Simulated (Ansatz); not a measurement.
# Converging the field response of a KI (001) film, part 3 of 3

Aim: a convergence study of the equivalent conductor thickness of a KI (001) film, with the cost of each setting.

Ansatz 0.2.0; plane-wave DFT, PBE, Ansatz PAW (the session's first sound run).

So far, equivalent conductor thickness p/(ε₀AE) (Å): step 2 (run, setting first choice, PBE) 11.8; step 17 (single point, box 32.1 Å (run 10), PBE) 11.8; step 18 (run, box 32.1 Å (run 3), PBE) 11.8; step 19 (LDA) 11.9; step 20 (r2SCAN) 11.5.

**21. Single point, box 32.1 Å (run 11)**

This step: plane-wave DFT, PBE, norm-conserving (Ansatz 0.2.0).

File input.yaml:

```yaml
crystal:
  lattice:
    - [4.99924494, 0.0, 0.0]
    - [0.0, 4.99924494, 0.0]
    - [0.0, 0.0, 32.14]
  atoms:
    - { symbol: K, position: [0.5, 0.5, 0.2800248911] }
    - { symbol: I, position: [0.0, 0.0, 0.2800248911] }
    - { symbol: K, position: [0.0, 0.0, 0.3900124456] }
    - { symbol: I, position: [0.5, 0.5, 0.3900124456] }
    - { symbol: K, position: [0.5, 0.5, 0.5] }
    - { symbol: I, position: [0.0, 0.0, 0.5] }
    - { symbol: K, position: [0.0, 0.0, 0.6099875544] }
    - { symbol: I, position: [0.5, 0.5, 0.6099875544] }
    - { symbol: K, position: [0.5, 0.5, 0.7199751089] }
    - { symbol: I, position: [0.0, 0.0, 0.7199751089] }
kpoints:
  mp_grid: { grid: [6, 6, 1] }
hamiltonian:
  xc: pbe
  pseudopotentials: { kind: nc }
scf:
  occupations: { method: fixed }
  convergence: { dr2_threshold: 1.0e-10 }
efield:
  axis: 3
  dipole_correction: true
  ramp_position: 0.97
  ramp_width: 0.06
  amplitude: 0.1
output:
  write_potential: true
  write_density: true
  volumetric_format: npy
```

Run with:

```sh
ansatz run input.yaml --threads 4 --pin off --max-ram 6144MiB --backend cpu --events-out ev --progress --plain --runs-dir out
```

Numbers of over 12 decimals in the logs are rounded to 6 here.

What it wrote:

```text
[...]
Crystal: 10 atoms, lattice volume = 803.257 Å³
Basis set: ecut = 952.398519 eV, 53761 PW (Γ)
Bands: 50, of which v1, the nominal top of the filled ones, is band 40 counted from 1 (39 counted from 0)
Symmetry: 8 space group operations
k-points: 10 of 36
[...]
k-point 0: bands = [... 36 lower, -1.7434, -1.6985, -1.5524, -1.5524, 2.0577, 2.5406, 2.9606, 3.2274, ... 6 higher]
  k-point 1: bands = [... 36 lower, -1.7838, -1.7705, -1.6675, -1.6007, 2.3697, 2.8891, 3.1991, 3.5291, ... 6 higher]
  k-point 2: bands = [... 36 lower, -1.9144, -1.8605, -1.7283, -1.6948, 2.9553, 3.6027, 3.6250, 3.8322, ... 6 higher]
  k-point 9: bands = [... 36 lower, -2.0495, -1.9923, -1.9923, -1.7159, 3.3640, 3.3640, 3.7408, 3.8671, ... 6 higher]
[key lines of the parts left out:]
SCF converged after 11 iterations
Free energy (F): -5619.729574 eV
Fermi energy:    -1.552400 eV
Dipole field:    D = 0.036682 V/Å  (p = 0.162833 e·Å, saw-weighted, corrected)
```

Run time: 17 s. Hardware: 4 threads of AMD EPYC 9R45, shared host; peak memory 3.6 GiB.

The dipole corresponds to a conductor 11.790 Å thick, +0.06 % from the first choice, at 2.5 times its CPU time.

**22. Run, box 32.1 Å (run 6)**

This step: plane-wave DFT, PBE, JTH PAW (Ansatz 0.2.0).

Changes to input.yaml since step 21:

```diff
@@ -20,3 +20,3 @@
   xc: pbe
-  pseudopotentials: { kind: nc }
+  pseudopotentials: { kind: paw, source: jth }
 scf:
```

What it wrote:

```text
[...]
k-point 0: bands = [... 36 lower, -1.7615, -1.7156, -1.5719, -1.5719, 2.0393, 2.5220, 2.9411, 3.2006, ... 6 higher]
  k-point 1: bands = [... 36 lower, -1.8012, -1.7882, -1.6847, -1.6197, 2.3511, 2.8703, 3.1791, 3.5038, ... 6 higher]
  k-point 2: bands = [... 36 lower, -1.9308, -1.8763, -1.7443, -1.7126, 2.9364, 3.5826, 3.6043, 3.8098, ... 6 higher]
  k-point 9: bands = [... 36 lower, -2.0665, -2.0107, -2.0107, -1.7322, 3.3383, 3.3383, 3.7155, 3.8438, ... 6 higher]
[key lines of the parts left out:]
SCF converged after 12 iterations
Free energy (F): -33479.036289 eV
Fermi energy:    -1.571946 eV
Dipole field:    D = 0.036688 V/Å  (p = 0.162861 e·Å, saw-weighted, corrected)
```

Elapsed: 9.1 s, on 4 threads; peak memory 2.4 GiB.

The dipole corresponds to a conductor 11.791 Å thick, +0.07 % from the first choice, at 1.4 times its CPU time.

**23. Side by side**

Times are for 4 threads of AMD EPYC 9R45, shared host. Results by setting:

```
no.                        setting  equivalent conductor thickness p/(ε₀AE) (Å)    time  memory (GiB)
  1                   first choice                                        11.78   6.7 s           1.8
  2                  cutoff 250 eV                                        11.78   3.1 s          0.99
  3                  cutoff 330 eV                                        11.78   4.5 s           1.3
  4                  cutoff 600 eV                                        11.78    11 s           2.8
  5                       mesh 1x1                                        12.69  0.89 s          0.65
  6                       mesh 2x2                                        11.84   1.6 s           1.2
  7                       mesh 3x3                                        11.79   2.6 s           1.2
  8                     mesh 12x12                                        11.78    20 s           2.8
  9                    vacuum 10 Å                                        11.76     5 s           1.4
 10                    vacuum 14 Å                                        11.78   5.9 s           1.6
 11                    vacuum 26 Å                                        11.78   8.8 s           2.1
 12                field 0.005 V/Å                                        11.78   6.9 s           1.8
 13                 field 0.03 V/Å                                        11.78   7.4 s           1.8
 14                  field 0.3 V/Å                                        11.79   7.6 s           1.8
 15         SCF threshold 1e-04 eV                                        11.78   6.7 s           1.8
 16         SCF threshold 1e-06 eV                                        11.78   6.7 s           1.8
 17         SCF threshold 1e-08 eV                                        11.78   6.6 s           1.8
 18       LDA, Ansatz PAW (420 eV)                                        11.90   6.7 s           1.8
 19    r2SCAN, Ansatz PAW (500 eV)                                        11.48    13 s           3.3
 20  PBE, norm-conserving (952 eV)                                        11.79    17 s           3.6
 21          PBE, JTH PAW (690 eV)                                        11.79   9.1 s           2.4
```

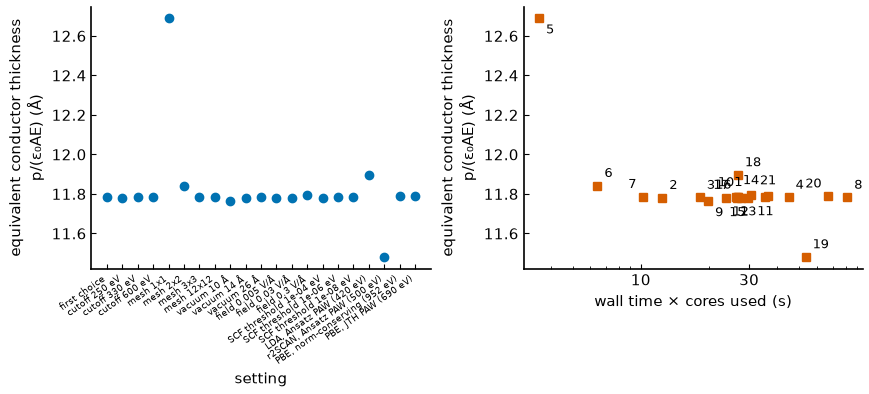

The series as plots; the last panel sets the first result against cost, with the runs numbered as in the table.

**24. What came out**

| Property | Result |
| --- | --- |
| equivalent conductor thickness, first choice | 11.78 Å |
| equivalent conductor thickness, cutoff 600 eV | 11.78 Å |
| equivalent conductor thickness, mesh 1x1 | 12.69 Å |
| equivalent conductor thickness, vacuum 26 Å | 11.78 Å |
| equivalent conductor thickness, LDA, Ansatz PAW (420 eV) | 11.90 Å |
| equivalent conductor thickness, r2SCAN, Ansatz PAW (500 eV) | 11.48 Å |

What this shows: The first choice gives 11.78 Å. Numerical settings off by more than 1 % against it: mesh 1x1 (+7.7 %). The cheapest single change that stays within 0.5 % is mesh 3x3, at 37 % of the CPU time. Functionals and files move it by +1.0 % (LDA, Ansatz PAW (420 eV)), -2.6 % (r2SCAN, Ansatz PAW (500 eV)), +0.1 % (PBE, norm-conserving (952 eV)) and +0.1 % (PBE, JTH PAW (690 eV)). The film is symmetric and its atoms are held, so the dipole is the electronic response to the field alone. Times of a few seconds on a shared host rank the settings only roughly. In 2 runs of the series (cutoff 250 eV and vacuum 10 Å) the program warns that electrons reach the sawtooth's ramp, which makes dipole and work function less sure.

[Logs are printed without paths, hosts, clocks, repeated set-up lines and the standing remarks that a program may print on its own settings, such as how far it seeks lower states.]

[Hosts, paths, dates, database ids (printed as entryN), source tags and the programs' standing remarks are cut or masked in the printed files.]

[Maps of the electrostatic potential energy from Ansatz leave out the sawtooth potential of an applied field or a dipole correction, so their vacuum need not be flat; planar profiles and work functions include it.]
